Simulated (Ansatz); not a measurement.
System: ZrO₂, space group P4_2/nmc (No. 137).

Structure:
```xyz
6
Lattice="3.6010 0.0000 0.0000 0.0000 3.6010 0.0000 0.0000 0.0000 5.2272" Properties=species:S:1:pos:R:3 pbc="T T T"
Zr    0.0000    0.0000    0.0000
Zr    1.8005    1.8005    2.6136
O     0.0000    1.8005    1.0296
O     0.0000    1.8005    3.6432
O     1.8005    0.0000    1.5840
O     1.8005    0.0000    4.1976
```

Calculation (Ansatz 0.2.0): Born effective charges by linear response at the zone centre, in units of the proton charge, Cartesian axes of the given cell; DFT, PBE, plane waves, PAW. Level: PBE, no spin polarisation.

- periodic directions: 3
- potentials: PAW
- wave cutoff: 420 eV
- k mesh: 6×6×4

Predict the mean Born effective charge of each atom. The cases: Zr 1; Zr 2; O 1; O 2; O 3; O 4.

Zr 1 and Zr 2 share the largest size, 5.48 e, and the charges add up to 0.00 e. O 1, O 2, O 3 and O 4 are equally anisotropic; for O 1: its diagonal components run from −3.72 to −2.06 e. The Born charge xx, in e, is 5.781 for Zr 1, 5.781 for Zr 2, −2.061 for O 1, −3.720 for O 2, −2.061 for O 3 and −3.720 for O 4. The Born charge zz, in e, is 4.883 for Zr 1, 4.883 for Zr 2, −2.441 for O 1, −2.441 for O 2, −2.441 for O 3 and −2.441 for O 4.

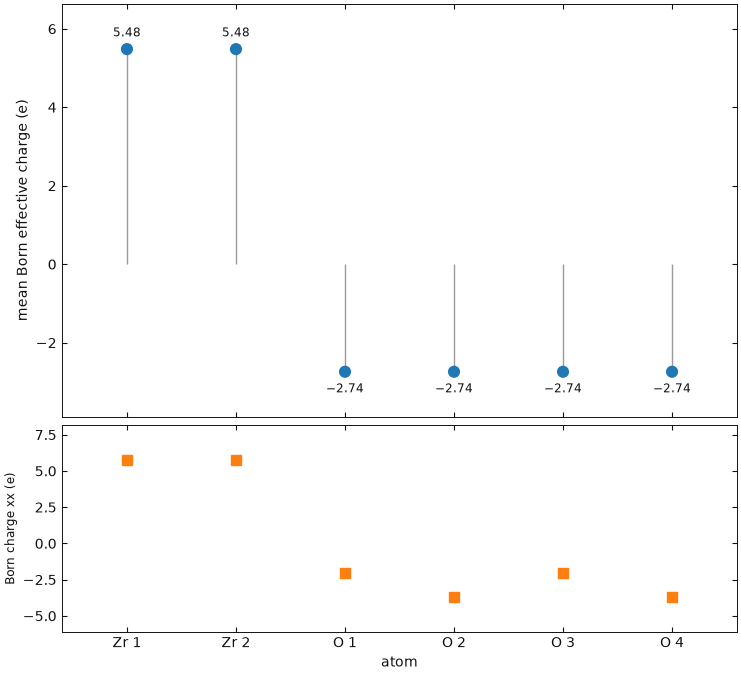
